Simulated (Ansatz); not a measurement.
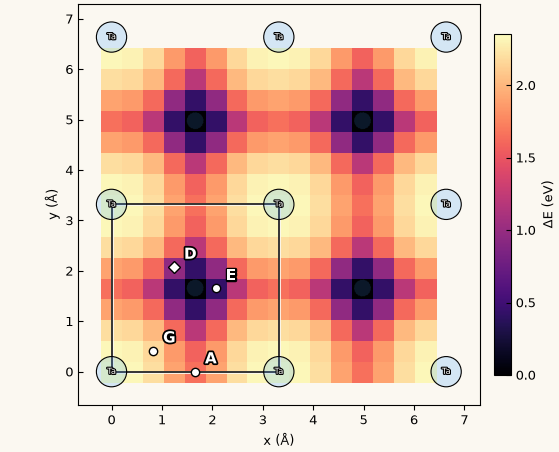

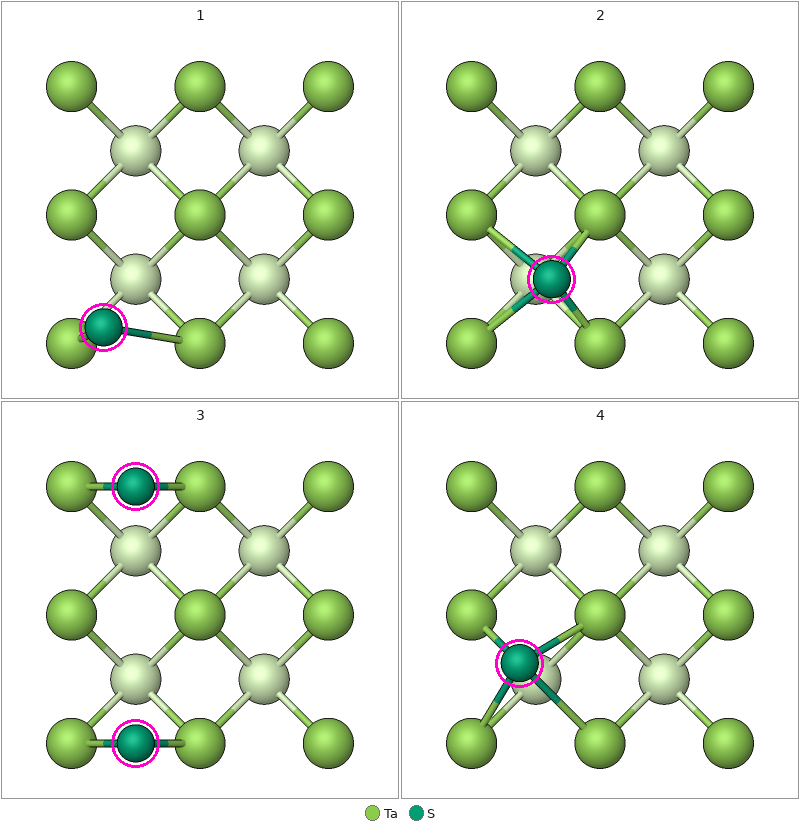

S on a Ta(100) slab cut from the Im-3m phase, its upper half relaxed before the scan (16 atoms of substrate and one adsorbate in a 2 × 2 cell). S is moved over the surface cell; relaxed at each place: the height of the adsorbate's atoms; substrate rigid; the origin of the map has the adsorbate above Ta13. Places are given modulo a cell vector. The map is drawn in real space over the plane of the surface. The grid has 8 × 8 points; 15 points were computed and 49 follow by symmetry. Places are given in fractions of the 1 × 1 surface cell. All energies are given in eV relative to the lowest grid point. Method: DFT PBE, scalar-relativistic, plane waves, PAW in Ansatz 0.2.0. Settings: cutoff 420 eV, k-mesh 4×4×1, gaussian smearing 0.1 eV, no spin polarisation.

In the figure: one coloured cell a grid point, labelled circles for the atoms of the top layer and small ones for the second layer, the outline of one cell of the 2 × 2 shown, lettered points. The numbered pictures are the structures at these points, in random order. Rings mark the moved atoms.

Which structure belongs to which point?

Answer. A is structure 3: a bridge site between two Ta atoms, (4/8, 0/8) of the cell vectors, 1.66 eV; D is structure 4: (3/8, 5/8) of the cell vectors [nearest 1 Ta at 2.27 Å], 0.96 eV; E is structure 2: (5/8, 4/8) of the cell vectors [nearest 2 Ta at 2.41 Å], 0.43 eV; G is structure 1: (2/8, 1/8) of the cell vectors [nearest 1 Ta at 2.26 Å], 2.17 eV.

PAW datasets: the set soft_1.
